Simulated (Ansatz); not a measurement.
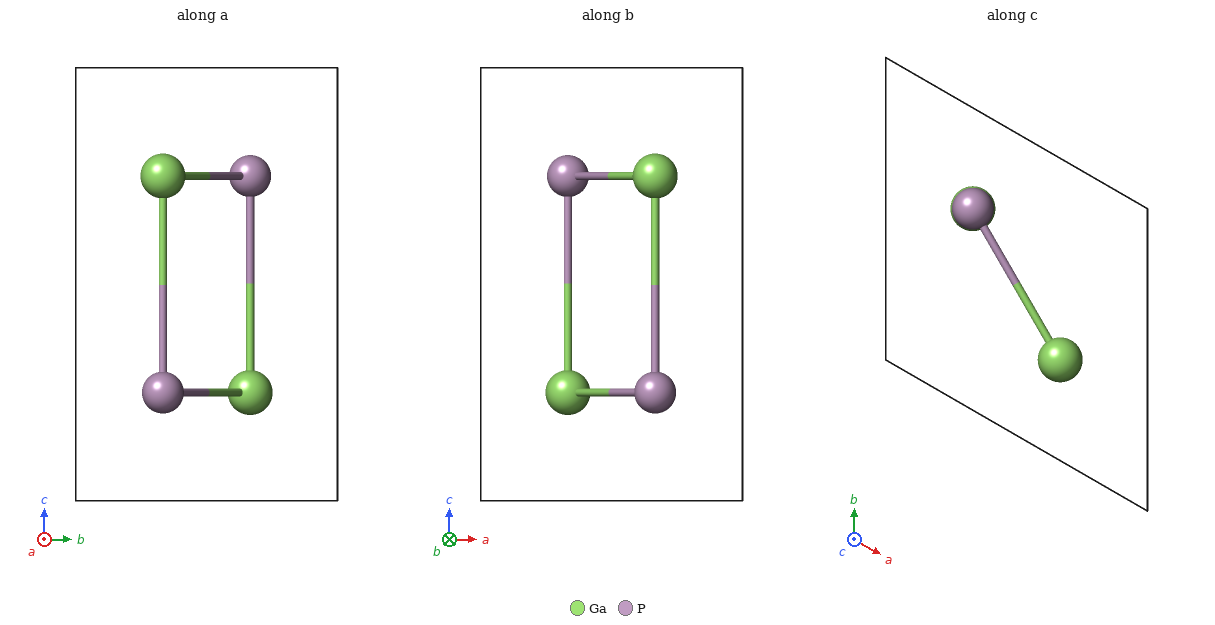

We look at a ball-and-stick model of the crystal along the a axis, along the b axis and along the c axis. The conventional unit cell is outlined; an atom on or near a face, edge or corner is repeated at each equivalent position.

Lattice parameters: a = 4.0650 Å, b = 4.0650 Å, c = 5.8227 Å, α = 90.000°, β = 90.000°, γ = 120.000°.

Express the structure as a CIF in P1 with every atom of the cell.

```cif
data_structure
_symmetry_space_group_name_H-M 'P 1'
_symmetry_Int_Tables_number 1
_cell_length_a 4.0650
_cell_length_b 4.0650
_cell_length_c 5.8227
_cell_angle_alpha 90.000
_cell_angle_beta 90.000
_cell_angle_gamma 120.000
_cell_volume 83.32
loop_
_atom_site_label
_atom_site_type_symbol
_atom_site_fract_x
_atom_site_fract_y
_atom_site_fract_z
_atom_site_occupancy
Ga1 Ga 0.3333 0.6667 0.2500 1
Ga2 Ga 0.6667 0.3333 0.7500 1
P1 P 0.6667 0.3333 0.2500 1
P2 P 0.3333 0.6667 0.7500 1
```

Starting structure: a structure type filled with these elements by a generator (whether the compound takes this form wasn't checked). The structure drawn was relaxed with DFT, PBE, plane waves, PAW (Ansatz 0.2.0).
